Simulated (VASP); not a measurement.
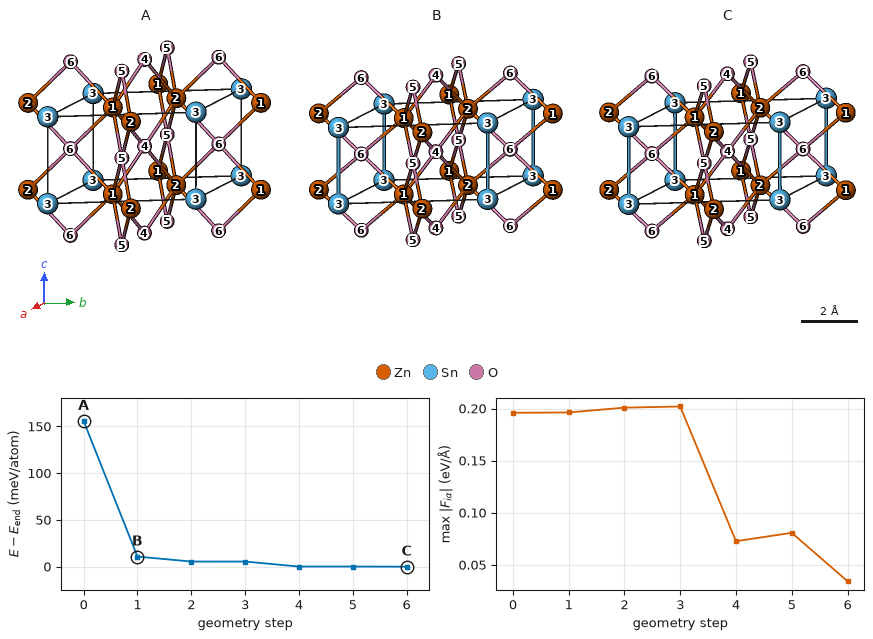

Frames of a relaxation of a crystal of Zn2SnO3 (a generated structure, set up in C2/m), marked on the history of the run. Style: ball-and-stick. Shown: the cell of the calculation, slightly off an axis.

The run lets cell and atoms move.

Method: Kohn-Sham DFT of a periodic cell, PBE, VASP PAW PBE potentials, recommended in VASP 6.6.1.

Input file:
```
SYSTEM = Zn2SnO3
PREC = Normal
ENCUT = 520
EDIFF = 1E-4
ISMEAR = 0
SIGMA = 0.15
LREAL = .False.
LASPH = .True.
NELM = 60
ALGO = Fast
ISIF = 3
LWAVE = .False.
LCHARG = .False.
GGA = PE
IBRION = 2
NSW = 24
EDIFFG = -0.08
```

Launched with:
```bash
cat potpaw_PBE.64/Zn/POTCAR potpaw_PBE.64/Sn_d/POTCAR potpaw_PBE.64/O/POTCAR > POTCAR
mpirun -np 1 vasp_std > vasp.out
```

Describe the path.

Over 6 geometry steps the energy falls by 156 meV per atom. The largest force component goes from 0.2 to 0.034 eV/Å. Pressure: −8.98 GPa at the start and 0.49 GPa at the end. The largest moves relative to the cell, 0.022 Å, are those of Zn1 and Zn2. Zn2 goes along [−1 1 0]. Sn and O stay in place. The volume changes by −7.2 %, with a = b 5.431 → 5.542 Å (+2.0 %), c 3.147 → 2.807 Å (−10.8 %), α 90.2° → 90.3°, β 90.2° → 90.3°. Some distances before and after: Sn3–Sn3 3.147 → 2.807 Å, Zn1–O5 2.226 → 2.121 Å, Zn1–O5 (another image) 2.238 → 2.140 Å, Zn1–O4 2.203 → 2.125 Å. Among the angles between lasting bonds that change: O4–Zn1–O4 91.2° → 82.7°, Zn1–O4–Zn1 91.2° → 82.7°, Zn1–O4–Zn2 88.8° → 97.3°. The space group stays C2/m (No. 12). It ran on 1 thread of Intel(R) Xeon(R) 6975P-C (Granite Rapids) (shared host). From step 0 to 1: volume −11.0 %, energy −145 meV per atom. From step 1 to 6: volume +4.3 %, energy −10.8 meV per atom.

```tsv
step	E − E(0), meV/atom	largest force component, eV/Å	pressure, GPa	volume, Å³/atom
0	0.00	0.1960	-8.98	13.417
1	-145.03	0.1962	5.82	11.937
2	-150.33	0.2009	3.30	12.130
3	-150.36	0.2020	2.87	12.156
4	-155.68	0.0727	-0.58	12.499
5	-155.67	0.0808	-0.36	12.489
6	-155.83	0.0343	0.49	12.454
```
